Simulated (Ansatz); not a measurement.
**Residual resistivity of an alloy: Ru(0001) with 2 layers of random Ru-Ta, 2x2**

How strongly does chemical disorder scatter in Ru(0001) with 2 layers of random Ru-Ta, 2x2?

Main program and level: Ansatz 0.2.0; Ansatz plane-wave DFT, PBE, PAW files; ballistic transport by layer matching (Landauer), zero bias; PAW set soft_1.

### Step 1. Set-up

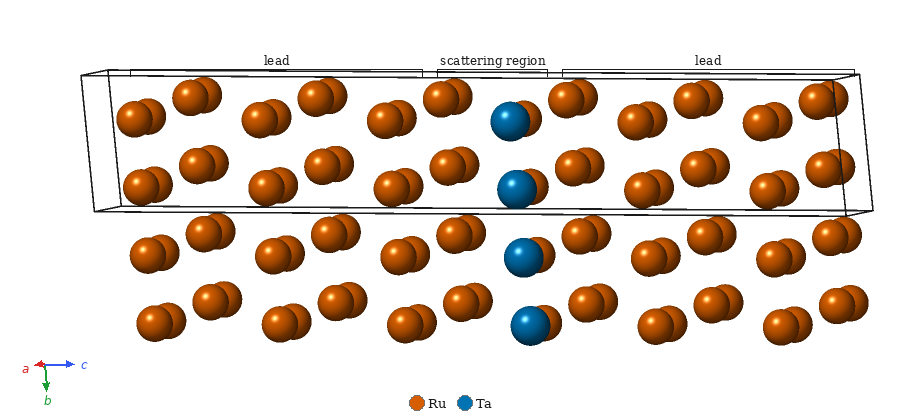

The starting structure, seen from the side, with the c axis across the page (ruthenium orange, tantalum blue). 1×2×1 cells are drawn.

The cell holds 48 atoms: 46 Ru and 2 Ta. Its edges and angles: a = 5.412 Å, b = 5.412 Å, c = 25.691 Å, α = 90.0°, β = 90.0°, γ = 120.0°. It derives from Ru. Regions: lead, 40 atoms (40 Ru); scattering region, 8 atoms (6 Ru and 2 Ta). The structure is stacked along c, and the current runs across the ab planes.

### Step 2. With 2 alloy layers

In 2 layers a share of 0.25 of the sites is given to Ta at random. The layers about the cell's end stay perfect and serve as the lead. Energies from -0.05 to 0.05 eV in steps of 0.05 eV are too few for the program's thermal sum, so it prints no conductance; for a metal the transmission near the Fermi level serves, at a fraction of the cost.

File input.yaml:

```yaml
crystal:
  lattice:
    - [5.4116, 0.0, 0.0]
    - [-2.7058, 4.6865830751, 0.0]
    - [0.0, 0.0, 25.6914]
  atoms:
    - { symbol: Ru, position: [0.1666666667, 0.3333333333, 0.0416666667] }
    - { symbol: Ru, position: [0.1666666667, 0.8333333333, 0.0416666667] }
    - { symbol: Ru, position: [0.6666666667, 0.3333333333, 0.0416666667] }
    - { symbol: Ru, position: [0.6666666667, 0.8333333333, 0.0416666667] }
    - { symbol: Ru, position: [0.3333333333, 0.1666666667, 0.125] }
    - { symbol: Ru, position: [0.3333333333, 0.6666666667, 0.125] }
    - { symbol: Ru, position: [0.8333333333, 0.1666666667, 0.125] }
    - { symbol: Ru, position: [0.8333333333, 0.6666666667, 0.125] }
    - { symbol: Ru, position: [0.1666666667, 0.3333333333, 0.2083333333] }
    - { symbol: Ru, position: [0.1666666667, 0.8333333333, 0.2083333333] }
    - { symbol: Ru, position: [0.6666666667, 0.3333333333, 0.2083333333] }
    - { symbol: Ru, position: [0.6666666667, 0.8333333333, 0.2083333333] }
    - { symbol: Ru, position: [0.3333333333, 0.1666666667, 0.2916666667] }
    - { symbol: Ru, position: [0.3333333333, 0.6666666667, 0.2916666667] }
    - { symbol: Ru, position: [0.8333333333, 0.1666666667, 0.2916666667] }
    - { symbol: Ru, position: [0.8333333333, 0.6666666667, 0.2916666667] }
    - { symbol: Ru, position: [0.1666666667, 0.3333333333, 0.375] }
    - { symbol: Ru, position: [0.1666666667, 0.8333333333, 0.375] }
    - { symbol: Ru, position: [0.6666666667, 0.3333333333, 0.375] }
    - { symbol: Ru, position: [0.6666666667, 0.8333333333, 0.375] }
    - { symbol: Ru, position: [0.3333333333, 0.1666666667, 0.4583333333] }
    - { symbol: Ru, position: [0.3333333333, 0.6666666667, 0.4583333333] }
    - { symbol: Ru, position: [0.8333333333, 0.1666666667, 0.4583333333] }
    - { symbol: Ru, position: [0.8333333333, 0.6666666667, 0.4583333333] }
    - { symbol: Ru, position: [0.1666666667, 0.3333333333, 0.5416666667] }
    - { symbol: Ru, position: [0.1666666667, 0.8333333333, 0.5416666667] }
    - { symbol: Ta, position: [0.6666666667, 0.3333333333, 0.5416666667] }
    - { symbol: Ta, position: [0.6666666667, 0.8333333333, 0.5416666667] }
    - { symbol: Ru, position: [0.3333333333, 0.1666666667, 0.625] }
    - { symbol: Ru, position: [0.3333333333, 0.6666666667, 0.625] }
    - { symbol: Ru, position: [0.8333333333, 0.1666666667, 0.625] }
    - { symbol: Ru, position: [0.8333333333, 0.6666666667, 0.625] }
    - { symbol: Ru, position: [0.1666666667, 0.3333333333, 0.7083333333] }
    - { symbol: Ru, position: [0.1666666667, 0.8333333333, 0.7083333333] }
    - { symbol: Ru, position: [0.6666666667, 0.3333333333, 0.7083333333] }
    - { symbol: Ru, position: [0.6666666667, 0.8333333333, 0.7083333333] }
    - { symbol: Ru, position: [0.3333333333, 0.1666666667, 0.7916666667] }
    - { symbol: Ru, position: [0.3333333333, 0.6666666667, 0.7916666667] }
    - { symbol: Ru, position: [0.8333333333, 0.1666666667, 0.7916666667] }
    - { symbol: Ru, position: [0.8333333333, 0.6666666667, 0.7916666667] }
    - { symbol: Ru, position: [0.1666666667, 0.3333333333, 0.875] }
    - { symbol: Ru, position: [0.1666666667, 0.8333333333, 0.875] }
    - { symbol: Ru, position: [0.6666666667, 0.3333333333, 0.875] }
    - { symbol: Ru, position: [0.6666666667, 0.8333333333, 0.875] }
    - { symbol: Ru, position: [0.3333333333, 0.1666666667, 0.9583333333] }
    - { symbol: Ru, position: [0.3333333333, 0.6666666667, 0.9583333333] }
    - { symbol: Ru, position: [0.8333333333, 0.1666666667, 0.9583333333] }
    - { symbol: Ru, position: [0.8333333333, 0.6666666667, 0.9583333333] }
kpoints:
  mp_grid: { grid: [5, 5, 1] }
hamiltonian:
  xc: pbe
  pseudopotentials: { kind: paw, azcp: { folder: soft_1 } }
scf:
  occupations: { method: fermi_dirac, width: 0.1 }
output:
  transmission:
    leads: [[0, 8]]
    kmesh: [10, 10]
    e_range: [-0.05, 0.05]
    de: 0.05
  write_potential: true
  write_density: true
  volumetric_format: npy
```

Started as:

```
> ansatz run input.yaml --threads 4 --pin off --max-ram 15360MiB --backend cpu --events-out ev --progress --plain --runs-dir out
```

Numbers of over 12 decimals in the logs are rounded to 6 here.

Output:

```text
Engine: ansatz 0.2.0, x86_64-unknown-linux-gnu
Pseudopotentials: kind: paw
Pseudopotential: Ru, paw, valence charge 16, recommended cutoff 420 eV (normal), soft_1/Ru.paw.azcp
Pseudopotential: Ta, paw, valence charge 13, recommended cutoff 420 eV (normal), soft_1/Ta.paw.azcp
Functional definition: PBE
  parameter kappa = 0.804
  parameter beta = 0.066725
  exchange = pbe_x(kappa = kappa, mu = beta*pi^2/3)
  correlation = pbe_c(beta = beta)
Crystal: 48 atoms, lattice volume = 651.583 Å³
Basis set: ecut = 420 eV, 12691 PW (Γ)
Bands: 458, of which v1, the nominal top of the filled ones, is band 381 counted from 1 (380 counted from 0)
Symmetry: 8 space group operations
Space group: Pmm2 (ITA 25), of the structure as read, at distance tolerance 8.7e-5 Å
k-points: 9 of 25 (time reversal used)
Non-local potential: Ru, projectors of the file, l = 0: 3, l = 1: 2, l = 2: 2, l = 3: 1
Non-local potential: Ta, projectors of the file, l = 0: 3, l = 1: 2, l = 2: 2, l = 3: 1
PAW form: soft (Blöchl's): semilocal exchange-correlation on the pseudo side does not see the compensation charge
PAW one-centre angular grid: Ru, 590 points (default); XC on 64 Gauss nodes
PAW one-centre angular grid: Ta, 590 points (default); XC on 64 Gauss nodes
Initial density: superposition of atomic densities (chi_scale 0.1, normalization cell, long waves of neutral atoms (reshape's long-wave potential 5.38 eV rms, cloud 3.16 Å wide))
Initial wavefunctions: pseudopotential atomic-orbital guess
Functional: x = pbe(κ = 0.804, μ = 0.219515), c = pbe(β = 0.066725)
SCF iter   1: F=—  HF=-290348.088665 eV  |F-HF|=—  |Δ(HF+E_count)|=         —  Δρ=1.60e-1  dr2=1.06e3  ethr=3.10e-3  ⟨swp⟩=5.0  Hψ=13747  notcnv=0  defer=2
preconditioner: auto → Kerker (q_TF=auto, 2.800 Å⁻¹)  [metal: Δε(μ)=0.006 eV  Ē_g=5.330 eV  σ=0.100 eV  W_gap=0.01  n_scr=268 (ndim 8)  ℏωp=28.3 eV  f_vac=0.000  D(μ)=38.56/eV (n_scr^D=380)]
SCF iter   2: F=—  HF=-290304.968671 eV  |F-HF|=—  |Δ(HF+E_count)|=    4.31e1  Δρ=8.04e-2  dr2=4.33e2  ethr=3.10e-3  ⟨swp⟩=2.6  Hψ=7851  notcnv=0  defer=25
SCF iter   3: F=—  HF=-290288.968237 eV  |F-HF|=—  |Δ(HF+E_count)|=    1.60e1  Δρ=1.37e-2  dr2=2.36e1  ethr=3.10e-3  ⟨swp⟩=2.8  Hψ=7086  notcnv=0  defer=32
SCF iter   4: F=—  HF=-290288.535695 eV  |F-HF|=—  |Δ(HF+E_count)|=   4.33e-1  Δρ=3.13e-3  dr2=7.81e-1  ethr=3.10e-3  ⟨swp⟩=1.0  Hψ=4743  notcnv=0  defer=36
SCF iter   5: F=—  HF=-290288.522016 eV  |F-HF|=—  |Δ(HF+E_count)|=   1.37e-2  Δρ=1.15e-3  dr2=1.50e-1  ethr=1.03e-4  ⟨swp⟩=1.0  Hψ=4053  notcnv=0  defer=65
SCF iter   6: F=—  HF=-290288.518906 eV  |F-HF|=—  |Δ(HF+E_count)|=   3.11e-3  Δρ=2.61e-4  dr2=2.22e-3  ethr=1.97e-5  ⟨swp⟩=1.0  Hψ=4053  notcnv=0  defer=65
SCF iter   7: F=—  HF=-290288.518850 eV  |F-HF|=—  |Δ(HF+E_count)|=   5.62e-5  Δρ=6.85e-5  dr2=4.53e-4  ethr=2.91e-7  ⟨swp⟩=1.8  Hψ=4491  notcnv=0  defer=65
SCF iter   8: F=—  HF=-290288.518816 eV  |F-HF|=—  |Δ(HF+E_count)|=   3.38e-5  Δρ=1.66e-5  dr2=1.04e-5  ethr=5.94e-8  ⟨swp⟩=1.0  Hψ=4053  notcnv=0  defer=65
SCF iter   9: F=—  HF=-290288.520159 eV  |F-HF|=—  |Δ(HF+E_count)|=   1.34e-3  Δρ=4.54e-6  dr2=4.24e-6  ethr=1.37e-9  ⟨swp⟩=1.9  Hψ=4480  notcnv=0  defer=65
SCF iter  10: F=—  HF=-290288.520159 eV  |F-HF|=—  |Δ(HF+E_count)|=   1.87e-8  Δρ=1.45e-6  dr2=1.40e-7  ethr=5.57e-10  ⟨swp⟩=1.0  Hψ=4053  notcnv=0  defer=65
SCF iter  11: F=-290288.520159 eV  HF=-290288.520159 eV  |F-HF|=1.60e-8  |Δ(HF+E_count)|=   4.31e-9  Δρ=3.57e-7  dr2=1.63e-8  ethr=1.31e-11  ⟨swp⟩=7.8  Hψ=9223  notcnv=0
SCF 1 converged in 11 iterations: F = -290288.520159 eV  dr2 = 1.63e-8
  greatest PAW one-centre occupation: 1.000 electrons in one spin orbital (limit 2), on the Ru atom at site 25 (counted from 0), in its partial waves of l = 0
transmission: 152 of 1488 steps passed
transmission: 299 of 1488 steps passed
[...]
transmission: 1488 of 1488 steps passed
SCF converged after 11 iterations
Free energy (F): -290288.520159 eV
Harris-Foulkes:  -290288.520159 eV  (|F-HF|=1.60e-8)
Internal energy: -290286.956026 eV  (E = F + TS)
E sigma→0 (E₀):  -290287.738092 eV
Entropy (-TS):   -1.564132 eV (-32.586 meV/atom)
Fermi energy:    23.425843 eV
--- Per-component energies (eV) ---
  E_band       = -2591.543724
  E_kinetic    = 21996.053461
  E_local      = -59792.136643  (includes V_loc(G=0)·N_el)
  E_nonlocal   = 18959.895839
  E_hartree    = 19996.582446
  E_xc         = -8479.726621
  E_vxc        = -10379.634644  (∫ρ·V_xc dr)
  E_paw        = -177682.563607  (= ΣΔE_a)
  E_vpaw       = -13368.916789  (= ΣTr[D̂ρ^β])
  E_aug_tail   = 0.028931  (compensation charges beyond the density's cutoff)
  E_ewald      = -105285.089832
  E_smearing   = -1.564132  (= −TS)
  E_closure    = 0.000000  (closes the sum)
  Σ components = -290288.520159   (vs F -290288.520159, Δ=0.00e0)
--- Band table (eV; the first three rows and the last of 9) ---
  k-point 0: bands = [... 377 lower, 24.0909, 24.1167, 24.1221, 24.1791, 24.2209, 24.4987, 24.5127, 24.5189, ... 73 higher]
  k-point 1: bands = [... 377 lower, 23.5353, 23.6575, 23.7287, 23.7337, 23.7714, 23.8033, 24.0692, 24.0800, ... 73 higher]
  k-point 2: bands = [... 377 lower, 23.1069, 23.1394, 23.2009, 23.2047, 23.2395, 23.2553, 23.2927, 23.4076, ... 73 higher]
  k-point 8: bands = [... 377 lower, 22.9635, 23.0428, 23.0550, 23.0715, 23.2523, 23.3010, 23.3211, 23.3747, ... 73 higher]
--- Transmission ---
  basis      : 223 plane waves across, 48 finite elements along
  points     : 31, standing for a mesh of 10 x 10
  energies   : 3 from -0.050000 to 0.050000 eV about the Fermi level, 0.050000 eV apart; the leads are filled to 0.000000 eV, and channels, transmission and decay are at 0.000000 eV
  crystal 0  : Ru8, at the sites [0, 8], period 4.2819 Å, over 23.55 Å; its Hamiltonian steps by up to 11.2 meV
    offset         : up to 0.0000 Å between an atom of the period and one for which it stands
    channels       : 5.280000e0 a spin
    conductance    : none, the energies end too early or step too widely for 300 K: set another output.transmission.e_range or a lower de, or, where they end at an eighth of basis.ecutwfc, a higher one
  junction   : crystal 0 to crystal 0, 1.44 to 22.85 Å
    transmission   : 3.368731e0 a spin
    conductance    : none, the energies end too early or step too widely for 300 K: set another output.transmission.e_range or a lower de, or, where they end at an eighth of basis.ecutwfc, a higher one
```

Wall time 4.9 min (4 threads of Intel Xeon Platinum 8375C at 2.90GHz (Ice Lake), shared host); peak memory 6 GiB; 17 min of CPU time.

The column dr2 measures how far the density is from self-consistency, as an energy; F and HF (Harris–Foulkes) agree once it is small.

Numbers from this step:

* free energy: -290288.5202 eV
* energy at zero smearing: -290287.7381 eV
* Fermi energy: 23.43 eV
* cell area: 25.36 Å²
* transmission per spin nearest the Fermi level: 3.369
* open channels per spin nearest the Fermi level: 5.28
* step of the lead's potential: 11.2 meV

Per spin. Table of transmission, zone mean by energy, zero at the Fermi level:

| energy (eV) | transmission, zone mean |
| --- | --- |
| -0.0500 | 3.29 |
| 0.0000 | 3.37 |
| 0.0500 | 3.51 |

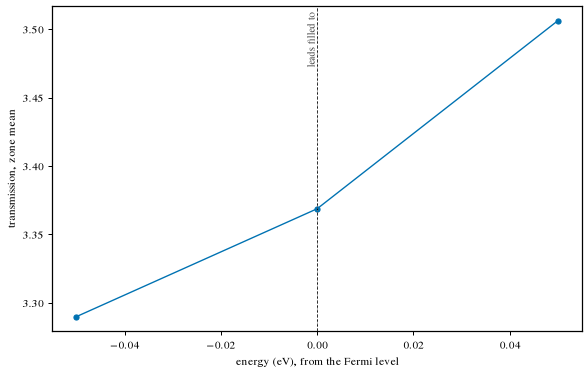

Transmission, zone mean against energy.

Per spin. Table of open channels, zone mean, lead by energy, zero at the Fermi level:

| energy (eV) | open channels, zone mean, lead |
| --- | --- |
| -0.0500 | 5.08 |
| 0.0000 | 5.28 |
| 0.0500 | 5.88 |

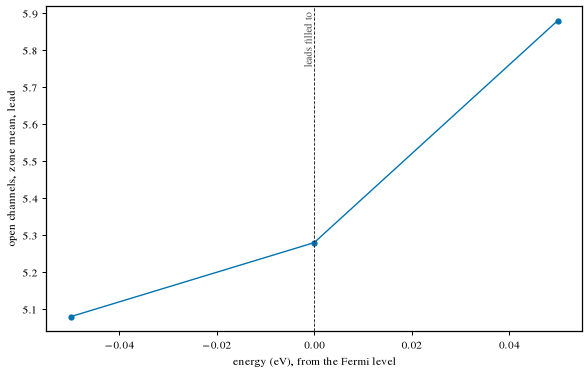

Open channels, zone mean, lead against energy.

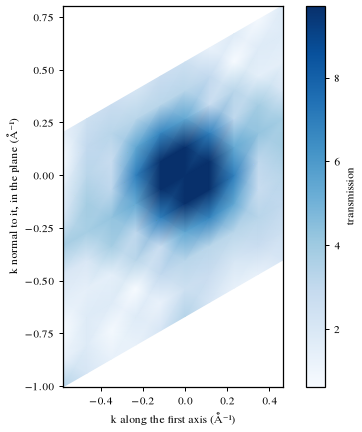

Transmission over k1 and k2. At 0.0000 eV from the Fermi level.

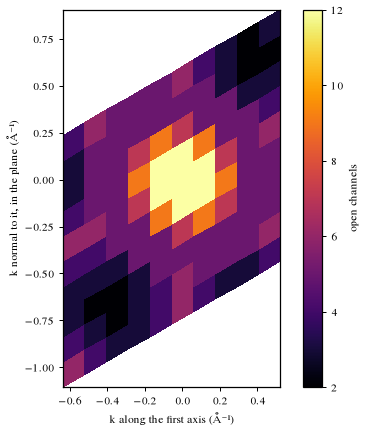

Open channels over k1 and k2. At 0.0000 eV from the Fermi level.

Over the solved energies the transmission per spin lies between 3.29 and 3.51, out of 5.41 channels of the lead on average (up to 5.88).

(Continued in part 2 of 2.)

[Logs are printed without paths, hosts, clocks, repeated set-up lines and the standing remarks that a program may print on its own settings, such as how far it seeks lower states.]

[Hosts, paths, dates, database ids (printed as entryN), source tags and the programs' standing remarks are cut or masked in the printed files.]
